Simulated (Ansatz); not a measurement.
Zr16S31 (charge +1): geometry relaxation (part 3 of 4)

Continued. System: Zr16S31 (defect cell, 47 atoms in the cell, total charge +1). Method: DFT PBE, scalar-relativistic, plane waves, PAW, spin-polarised (Ansatz 0.2.0); cutoff 420 eV, 2×2×2 k-mesh, Gaussian smearing of 0.01 eV, collinear spins. The structure derives from a Materials Project entry. It belongs to a series of runs on one base structure; here: S vacancy (site d), charge +1, atoms relaxed at the host's cell.

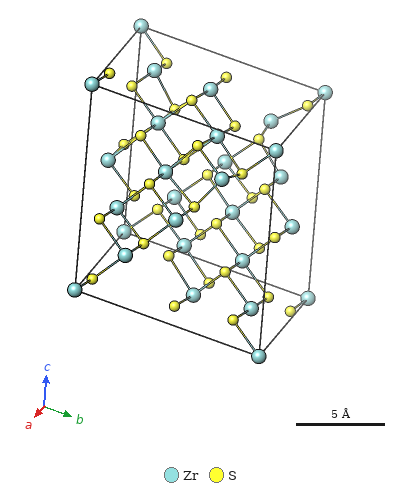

**Figure 1.** The geometry at step 3 of the log (ball-and-stick view of the cell of the calculation, seen slightly off an axis).

**Output, continued**
```
  k-point 2 ↑: bands = ["-44.0175", "-44.0172", "-43.9885", "-43.9701", "-43.9623", "-43.9611", "-43.9589", "-43.9566", "-43.9485", "-43.9477", "-43.9351", "-43.9304", "-43.8813", "-43.8631", "-43.8624", "-43.8498", "-22.1423", "-22.1360", "-22.1315", "-22.1027", "-22.0959", "-22.0920", "-22.0793", "-22.0787", "-22.0739", "-22.0486", "-22.0407", "-22.0366", "-22.0332", "-22.0317", "-22.0247", "-22.0162", "-22.0076", "-22.0030", "-21.9980", "-21.9884", "-21.9870", "-21.9823", "-21.9814", "-21.9751",
      "-21.9706", "-21.9706", "-21.9667", "-21.9654", "-21.9602", "-21.9580", "-21.9514", "-21.9486", "-21.9406", "-21.9401", "-21.9320", "-21.9309", "-21.9230", "-21.9229", "-21.8940", "-21.8929", "-21.8834", "-21.8797", "-21.8782", "-21.8712", "-21.8656", "-21.8638", "-21.8490", "-21.8439", "-7.4685", "-7.0854", "-7.0615", "-6.9691", "-6.9444", "-6.7504", "-6.7377", "-6.7121", "-6.7011", "-6.6478", "-6.6458", "-6.6376", "-6.5416", "-6.5137", "-6.4839", "-6.4717",
      "-6.4691", "-6.4454", "-6.4358", "-6.4067", "-6.4066", "-6.3871", "-6.3855", "-6.3765", "-6.3706", "-6.3655", "-6.2989", "-6.2805", "-6.2153", "-6.1537", "-6.1429", "0.7044", "0.7618", "0.7663", "1.2164", "1.3077", "1.3436", "1.3836", "1.4136", "1.4527", "1.4837", "1.5042", "1.5201", "1.5711", "1.6339", "1.6563", "1.7132", "1.7297", "1.7533", "1.7801", "1.7817", "1.8078", "1.8316", "1.8395", "1.8899", "1.9070",
      "1.9367", "1.9435", "2.0507", "2.1133", "2.1803", "2.1992", "2.2307", "2.2342", "2.2741", "2.3181", "2.3587", "2.3592", "2.3903", "2.4309", "2.4497", "2.5000", "2.5116", "2.5279", "2.5402", "2.5559", "2.5755", "2.5906", "2.6169", "2.6553", "2.7039", "2.7309", "2.7397", "2.7641", "2.7740", "2.8114", "2.8482", "2.8708", "2.9178", "2.9386", "2.9809", "2.9825", "3.0099", "3.0656", "3.0704", "3.1196",
      "3.2226", "3.3455", "3.3734", "3.4213", "3.4609", "3.4904", "3.4966", "3.6005", "3.6938", "3.7007", "3.7659", "3.7838", "3.8421", "3.8948", "3.9323", "3.9482", "3.9957", "4.0292", "4.0606", "4.0860", "4.1745", "4.2247", "4.2660", "4.4168", "4.4913", "4.5009", "4.6334", "4.6529", "6.0171", "6.1145", "6.1233", "6.3415", "6.4375", "6.5221", "6.5242", "6.5917", "6.6139", "6.7962", "6.8367", "6.9409",
      "6.9603", "6.9785", "7.0250", "7.0371", "7.2062", "7.2430", "7.2503", "7.2598", "7.3310", "7.4674", "7.5564", "7.5869", "7.7042", "7.7437", "7.7969", "7.8511", "7.9309", "7.9679", "7.9809", "8.0470", "8.1044", "8.1321", "8.2235", "8.2465", "8.2828", "8.3151", "8.3499", "8.3675", "8.4234", "8.4383", "8.5004", "8.5171", "8.5675", "8.5966", "8.6550", "8.6925"]
  k-point 3 ↓: bands = ["-44.0235", "-44.0233", "-43.9999", "-43.9837", "-43.9768", "-43.9747", "-43.9731", "-43.9725", "-43.9635", "-43.9634", "-43.9506", "-43.9461", "-43.8960", "-43.8703", "-43.8696", "-43.8558", "-22.1478", "-22.1355", "-22.1337", "-22.1287", "-22.1215", "-22.1208", "-22.0917", "-22.0809", "-22.0716", "-22.0651", "-22.0639", "-22.0587", "-22.0463", "-22.0426", "-22.0336", "-22.0261", "-22.0228", "-22.0219", "-22.0138", "-22.0064", "-22.0054", "-22.0014", "-21.9998", "-21.9974",
      "-21.9972", "-21.9898", "-21.9826", "-21.9748", "-21.9745", "-21.9674", "-21.9633", "-21.9632", "-21.9611", "-21.9497", "-21.9434", "-21.9432", "-21.9422", "-21.9298", "-21.9164", "-21.9097", "-21.8983", "-21.8940", "-21.8869", "-21.8804", "-21.8778", "-21.8722", "-21.8697", "-21.8591", "-7.3853", "-7.3338", "-6.9263", "-6.8900", "-6.8760", "-6.8476", "-6.7450", "-6.7181", "-6.6881", "-6.6469", "-6.6369", "-6.6144", "-6.6024", "-6.5802", "-6.5239", "-6.5102",
      "-6.4757", "-6.4601", "-6.4284", "-6.4045", "-6.3897", "-6.3787", "-6.3690", "-6.3414", "-6.3345", "-6.2882", "-6.2755", "-6.2558", "-6.2448", "-6.2092", "-6.1832", "0.8648", "0.8999", "0.9119", "0.9542", "1.0359", "1.0581", "1.1943", "1.4906", "1.5276", "1.5552", "1.5834", "1.6048", "1.6350", "1.6538", "1.6777", "1.7227", "1.7257", "1.7654", "1.7927", "1.8061", "1.8434", "1.8578", "1.8905", "1.9076", "1.9163",
      "1.9400", "1.9793", "2.0056", "2.0306", "2.0435", "2.0886", "2.0913", "2.1222", "2.1392", "2.2052", "2.2369", "2.3107", "2.3369", "2.3864", "2.4184", "2.4450", "2.5069", "2.5358", "2.5674", "2.5811", "2.6266", "2.6376", "2.6980", "2.7110", "2.7391", "2.7591", "2.7952", "2.8131", "2.8267", "2.8507", "2.8715", "2.9538", "2.9674", "3.0088", "3.0274", "3.0632", "3.0707", "3.1300", "3.1577", "3.1951",
      "3.3219", "3.3724", "3.3842", "3.4150", "3.4346", "3.4827", "3.5247", "3.5464", "3.5858", "3.6247", "3.6997", "3.7353", "3.8047", "3.8147", "3.8449", "3.9084", "3.9690", "4.0489", "4.0815", "4.1048", "4.1072", "4.2123", "4.3194", "4.3842", "4.4097", "4.4333", "4.4940", "4.5508", "6.1115", "6.1472", "6.1902", "6.3203", "6.3533", "6.5667", "6.5906", "6.6332", "6.7093", "6.7773", "6.8072", "6.8584",
      "6.8909", "6.9453", "7.0088", "7.0925", "7.0971", "7.1560", "7.2267", "7.2474", "7.2850", "7.3017", "7.5077", "7.5165", "7.6419", "7.6708", "7.8244", "7.8682", "7.9646", "8.0009", "8.0316", "8.0744", "8.1411", "8.1515", "8.1723", "8.2033", "8.2484", "8.2928", "8.3282", "8.3490", "8.3838", "8.3987", "8.4265", "8.4503", "8.5364", "8.5856", "8.6468", "8.6582"]
--- Relaxed structure (3 steps of the walk, 2 accepted, 0 SCFs on fresh bases) ---
  F+E_penalty+E_count = -94983.80040417 eV   max|allowed force component| = 2.442e-2 eV/Å
  atoms:
    - { symbol: Zr, position: [0.7489805151540648, 0.879075118391075, 0.12242033296770798] }
    - { symbol: Zr, position: [0.4988657929803304, 0.5097060782662308, -0.001732761506942287] }
    - { symbol: Zr, position: [0.7489805151540649, 0.12656018218635676, 0.36990539676298984] }
    - { symbol: Zr, position: [0.49488331421040227, 0.7523970595117817, 0.24248625469862073] }
    - { symbol: Zr, position: [0.24426743458063524, 0.379814562791735, 0.12472641693067575] }
    - { symbol: Zr, position: [0.739455603104854, 0.3647127849961491, 0.6181063718221346] }
    - { symbol: Zr, position: [0.001393512699052097, -0.000836353201251557, 0.000324114916872675] }
    - { symbol: Zr, position: [0.4988657929803304, 0.0005985544872725993, 0.48915971471409964] }
    - { symbol: Zr, position: [0.24426743458063527, 0.6195410176499594, 0.36445287178890023] }
    - { symbol: Zr, position: [0.739455603104854, 0.6213492312827196, 0.8747428181087049] }
    - { symbol: Zr, position: [-0.0021920190553855025, 0.24959350486502768, 0.24821447607958677] }
    - { symbol: Zr, position: [0.49693628664952993, 0.24736793193739615, 0.7495683547121337] }
    - { symbol: Zr, position: [0.2831570983447157, 0.8688118085232253, 0.6281301107569165] }
    - { symbol: Zr, position: [0.001393512699052097, 0.5010693977821794, 0.5022298659003036] }
    - { symbol: Zr, position: [0.2831570983447158, 0.15502698758779937, 0.9143452898214905] }
    - { symbol: Zr, position: [-0.0034785430085381604, 0.7248609703719708, 0.7716604866194909] }
    - { symbol: S, position: [0.8168091077288949, 0.5498141218620327, 0.5298160531425877] }
    - { symbol: S, position: [0.06859768638096198, 0.1654100301207314, 0.8921023757806917] }
    - { symbol: S, position: [0.8168091077288949, 0.7869930545863072, 0.7669949858668623] }
    - { symbol: S, position: [0.5530819011508884, 0.4119008028541887, 0.6411810982966994] }
    - { symbol: S, position: [0.05150626313120436, 0.41557139325353704, 0.13593486987766729] }
    - { symbol: S, position: [0.3050983214479626, 0.031785089504445904, 0.5213201189765401] }
    - { symbol: S, position: [0.8101700707040119, 0.04227377687451239, 0.013270210161009044] }
    - { symbol: S, position: [0.5528058166558953, 0.6672731247225719, 0.8857442140090478] }
    - { symbol: S, position: [0.06859768638096189, 0.6764953106002701, 0.4031876562602305] }
    - { symbol: S, position: [0.3050983214479627, 0.28377820247142255, 0.7733132319435168] }
    - { symbol: S, position: [0.810170070704012, 0.29689986054300294, 0.2678962938294995] }
    - { symbol: S, position: [0.5566284356735398, 0.9195289386259198, 0.13709949704762003] }
    - { symbol: S, position: [0.3035798199937342, 0.5416055737961765, 0.01210085689547205] }
    - { symbol: S, position: [0.5528058166558955, 0.16706160264684758, 0.38553269193332346] }
    - { symbol: S, position: [0.3035798199937341, 0.791478963098262, 0.26197424619755777] }
    - { symbol: S, position: [0.6872300869630344, 0.7106047799695846, 0.2289599327527591] }
    - { symbol: S, position: [0.45696077315548767, 0.3525956734595853, 0.12700107308362962] }
    - { symbol: S, position: [0.6872300869630344, 0.9582701542102753, 0.4766253069934496] }
    - { symbol: S, position: [0.43904492071597395, 0.5858753539615451, 0.3531695667544288] }
    - { symbol: S, position: [0.1895168004096579, 0.21072843139304565, 0.23076330706506776] }
    - { symbol: S, position: [0.6870891430842275, 0.20547950999265874, 0.7284285757215944] }
    - { symbol: S, position: [0.9367681521825907, 0.832225519908788, 0.10538284883307665] }
    - { symbol: S, position: [0.4569607731554877, 0.829959700071858, 0.6043650996959025] }
    - { symbol: S, position: [0.18951680040965796, 0.45875349334459026, 0.4787883690166123] }
    - { symbol: S, position: [0.6870891430842276, 0.4586605673626333, 0.9816096330915689] }
    - { symbol: S, position: [0.9389245335941959, 0.08352132923224098, 0.35540320436195494] }
    - { symbol: S, position: [0.4348694521031963, 0.07822537548638472, 0.8566440766168115] }
    - { symbol: S, position: [0.19194583358360084, 0.7146394433869683, 0.7351312791183108] }
    - { symbol: S, position: [0.9367681521825906, 0.33138530334951394, 0.6045426322738027] }
    - { symbol: S, position: [0.19194583358360076, 0.9568145544652898, 0.9773063901966326] }
    - { symbol: S, position: [0.934903872227569, 0.5680754611651814, 0.8668284110623876] }
--- Löwdin populations: 47 sites ---
  site symbol       q [e]    m [muB]
     0     Zr     11.1799    -0.0367
     1     Zr     11.1890    -0.0371
     2     Zr     11.1799    -0.0367
     3     Zr     11.1883    -0.0343
     4     Zr     11.1865    -0.0382
     5     Zr     11.1826    -0.0310
     6     Zr     11.1552    -0.0133
     7     Zr     11.1890    -0.0371
     8     Zr     11.1865    -0.0382
     9     Zr     11.1826    -0.0310
    10     Zr     11.1729    -0.0277
    11     Zr     11.1627    -0.0260
    12     Zr     11.1991    -0.0168
    13     Zr     11.1552    -0.0133
    14     Zr     11.1991    -0.0168
    15     Zr     11.2011    -0.0145
    16      S      6.3360    -0.0005
    17      S      6.3302    -0.0021
    18      S      6.3360    -0.0005
    19      S      6.3355    -0.0021
    20      S      6.2966     0.0004
    21      S      6.3309    -0.0005
    22      S      6.3328     0.0001
    23      S      6.3026    -0.0004
    24      S      6.3302    -0.0021
    25      S      6.3309    -0.0005
    26      S      6.3328     0.0001
    27      S      6.3309    -0.0032
    28      S      6.3268    -0.0019
    29      S      6.3026    -0.0004
    30      S      6.3268    -0.0019
    31      S      6.3143    -0.0018
    32      S      6.2549     0.0011
    33      S      6.3143    -0.0018
    34      S      6.3012    -0.0017
    35      S      6.3311    -0.0004
    36      S      6.3198    -0.0012
    37      S      6.3317    -0.0031
    38      S      6.2549     0.0011
    39      S      6.3311    -0.0004
    40      S      6.3198    -0.0012
    41      S      6.3093    -0.0004
    42      S      6.3657    -0.0028
    43      S      6.3669    -0.0007
    44      S      6.3317    -0.0031
    45      S      6.3669    -0.0007
    46      S      6.2573     0.0005
  spilling = 0.005671 (of n_electrons = 377.000000)
```

**File populations.tsv**
```
# site	symbol	l	j	q_up	q_dn
# orbitals = lowdin
# n_electrons = 377.000000
# spilling = 0.005671
0	Zr	0_4S	-	0.983763	0.983772
0	Zr	0_5S	-	0.262825	0.264347
0	Zr	1_4P	-	2.997315	2.997305
0	Zr	2_4D	-	1.327703	1.362870
1	Zr	0_4S	-	0.983591	0.983598
1	Zr	0_5S	-	0.262549	0.264111
1	Zr	1_4P	-	2.997175	2.997169
1	Zr	2_4D	-	1.332620	1.368150
2	Zr	0_4S	-	0.983763	0.983772
2	Zr	0_5S	-	0.262825	0.264347
2	Zr	1_4P	-	2.997315	2.997305
2	Zr	2_4D	-	1.327703	1.362870
3	Zr	0_4S	-	0.983742	0.983747
3	Zr	0_5S	-	0.263802	0.265062
3	Zr	1_4P	-	2.997333	2.997321
3	Zr	2_4D	-	1.332090	1.365164
4	Zr	0_4S	-	0.983591	0.983597
4	Zr	0_5S	-	0.262789	0.263654
4	Zr	1_4P	-	2.997229	2.997224
4	Zr	2_4D	-	1.330533	1.367886
5	Zr	0_4S	-	0.983684	0.983687
5	Zr	0_5S	-	0.263331	0.264512
5	Zr	1_4P	-	2.997175	2.997168
5	Zr	2_4D	-	1.331601	1.361436
6	Zr	0_4S	-	0.984264	0.984264
6	Zr	0_5S	-	0.264941	0.265260
6	Zr	1_4P	-	2.997207	2.997196
6	Zr	2_4D	-	1.324563	1.337514
7	Zr	0_4S	-	0.983591	0.983598
7	Zr	0_5S	-	0.262549	0.264111
7	Zr	1_4P	-	2.997175	2.997169
7	Zr	2_4D	-	1.332620	1.368150
8	Zr	0_4S	-	0.983591	0.983597
8	Zr	0_5S	-	0.262789	0.263654
8	Zr	1_4P	-	2.997229	2.997224
8	Zr	2_4D	-	1.330533	1.367886
9	Zr	0_4S	-	0.983684	0.983687
9	Zr	0_5S	-	0.263331	0.264512
9	Zr	1_4P	-	2.997175	2.997168
9	Zr	2_4D	-	1.331601	1.361436
10	Zr	0_4S	-	0.983792	0.983804
10	Zr	0_5S	-	0.263063	0.264286
10	Zr	1_4P	-	2.997301	2.997296
10	Zr	2_4D	-	1.328433	1.354935
11	Zr	0_4S	-	0.984226	0.984232
11	Zr	0_5S	-	0.264766	0.265725
11	Zr	1_4P	-	2.997226	2.997216
11	Zr	2_4D	-	1.322146	1.347188
12	Zr	0_4S	-	0.984276	0.984276
12	Zr	0_5S	-	0.256192	0.257452
12	Zr	1_4P	-	2.993489	2.993482
12	Zr	2_4D	-	1.357226	1.372756
13	Zr	0_4S	-	0.984264	0.984264
13	Zr	0_5S	-	0.264941	0.265260
13	Zr	1_4P	-	2.997207	2.997196
13	Zr	2_4D	-	1.324563	1.337514
14	Zr	0_4S	-	0.984276	0.984276
14	Zr	0_5S	-	0.256192	0.257452
14	Zr	1_4P	-	2.993489	2.993482
14	Zr	2_4D	-	1.357226	1.372756
15	Zr	0_4S	-	0.984270	0.984276
15	Zr	0_5S	-	0.256285	0.257109
15	Zr	1_4P	-	2.993383	2.993389
15	Zr	2_4D	-	1.359328	1.373028
16	S	0_3S	-	0.880186	0.880323
16	S	1_3P	-	2.287598	2.287934
17	S	0_3S	-	0.879882	0.880266
17	S	1_3P	-	2.284178	2.285881
18	S	0_3S	-	0.880186	0.880323
18	S	1_3P	-	2.287598	2.287934
19	S	0_3S	-	0.880194	0.880610
19	S	1_3P	-	2.286525	2.288202
20	S	0_3S	-	0.878559	0.878507
20	S	1_3P	-	2.269905	2.269605
21	S	0_3S	-	0.879868	0.880103
21	S	1_3P	-	2.285356	2.285575
22	S	0_3S	-	0.880154	0.880315
22	S	1_3P	-	2.286306	2.286074
23	S	0_3S	-	0.878721	0.878828
23	S	1_3P	-	2.272398	2.272668
24	S	0_3S	-	0.879882	0.880266
24	S	1_3P	-	2.284178	2.285881
25	S	0_3S	-	0.879868	0.880103
25	S	1_3P	-	2.285356	2.285575
26	S	0_3S	-	0.880154	0.880315
26	S	1_3P	-	2.286306	2.286074
27	S	0_3S	-	0.879849	0.880439
27	S	1_3P	-	2.284014	2.286597
28	S	0_3S	-	0.879064	0.879502
28	S	1_3P	-	2.283349	2.284836
29	S	0_3S	-	0.878721	0.878828
29	S	1_3P	-	2.272398	2.272668
30	S	0_3S	-	0.879064	0.879502
30	S	1_3P	-	2.283349	2.284836
31	S	0_3S	-	0.879448	0.879704
31	S	1_3P	-	2.276761	2.278344
32	S	0_3S	-	0.882506	0.882717
32	S	1_3P	-	2.245507	2.244196
33	S	0_3S	-	0.879448	0.879704
33	S	1_3P	-	2.276761	2.278344
34	S	0_3S	-	0.879269	0.879722
34	S	1_3P	-	2.270459	2.271743
35	S	0_3S	-	0.880159	0.880376
35	S	1_3P	-	2.285193	2.285376
36	S	0_3S	-	0.880236	0.880556
36	S	1_3P	-	2.279051	2.279970
37	S	0_3S	-	0.880349	0.880939
37	S	1_3P	-	2.283922	2.286457
38	S	0_3S	-	0.882506	0.882717
38	S	1_3P	-	2.245507	2.244196
39	S	0_3S	-	0.880159	0.880376
39	S	1_3P	-	2.285193	2.285376
40	S	0_3S	-	0.880236	0.880556
40	S	1_3P	-	2.279051	2.279970
41	S	0_3S	-	0.879268	0.879561
41	S	1_3P	-	2.275174	2.275320
42	S	0_3S	-	0.874252	0.874402
42	S	1_3P	-	2.307233	2.309846
43	S	0_3S	-	0.873736	0.873787
43	S	1_3P	-	2.309352	2.310035
44	S	0_3S	-	0.880349	0.880939
44	S	1_3P	-	2.283922	2.286457
45	S	0_3S	-	0.873736	0.873787
45	S	1_3P	-	2.309352	2.310035
46	S	0_3S	-	0.882584	0.882557
46	S	1_3P	-	2.246329	2.245806
```
